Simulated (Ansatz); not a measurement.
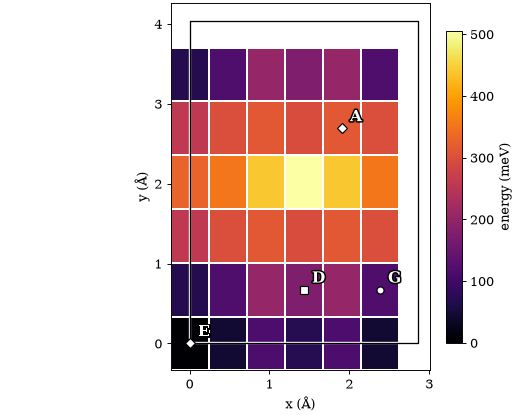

H on an Al(110) slab cut from the Fm-3m phase, its upper half relaxed before the scan (16 atoms of substrate and one adsorbate in a 2 × 2 cell). H is moved over the surface cell; relaxed at each place: the height of the adsorbate's atoms; substrate rigid; the origin of the map has the adsorbate above Al13. Places are given modulo a cell vector. The map is drawn in real space over the plane of the surface. The scan uses a 6 × 6 grid; 16 points were computed and 20 follow by symmetry. Places are given in fractions of the 1 × 1 surface cell. All energies are given in meV relative to the lowest grid point. The relaxed height changes by up to 0.8 Å between neighbouring points. The calculation used DFT PBE, scalar-relativistic, plane waves, PAW (Ansatz 0.2.0). Settings: cutoff 420 eV, k-mesh 5×4×1, gaussian smearing 0.1 eV, no spin polarisation.

The picture shows one coloured cell a grid point, the outline of one cell of the plane, lettered points.

Is D the lowest point of the computed grid?

No. D lies 176 meV above the lowest grid point, which is at the top site over a surface Al atom, (0/6, 0/6) of the cell vectors.

Rank the lettered points by energy, lowest first.

E (0 meV), G (118 meV), D (176 meV), A (313 meV).

PAW datasets: the set soft_1.
